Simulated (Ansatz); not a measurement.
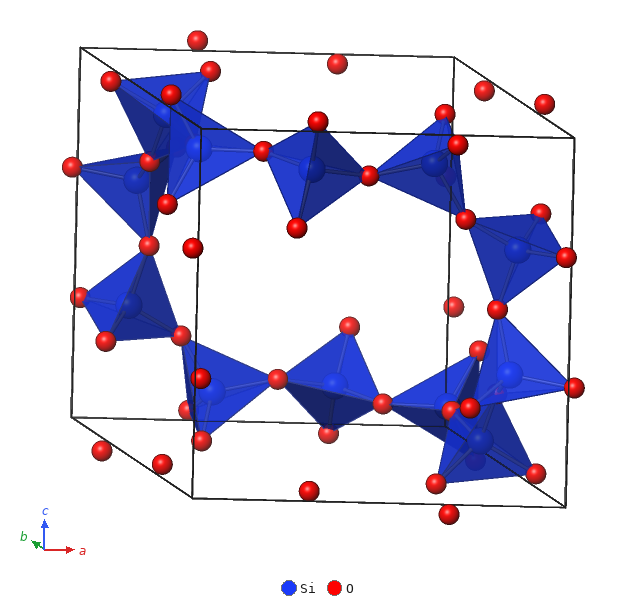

Shown here is a polyhedral view of the crystal, taken from a general direction. The outline marks the unit cell. Cell: a = 9.278 Å, b = 9.278 Å, c = 9.278 Å, α = 94.23°, β = 94.23°, γ = 94.23°.

Summary of the structure:

The solid is SiO2. The atoms follow space group R-3m (No. 166); the Bravais lattice is rhombohedral (trigonal R). It has 36 atoms to the cell (12 Si, 24 O). The polyhedra are SiO4 tetrahedra; they share corners. The Si atoms are each bonded to four O in a tetrahedral arrangement at about 1.6 Å. About every O there are two Si in a bent arrangement at about 1.6 Å. The bonds build a three-dimensional framework.

Provenance: a structure listed in the Materials Project. Earlier steps of the study may have refined or changed the cell and positions. Ansatz was used for an electronic-structure calculation on it.
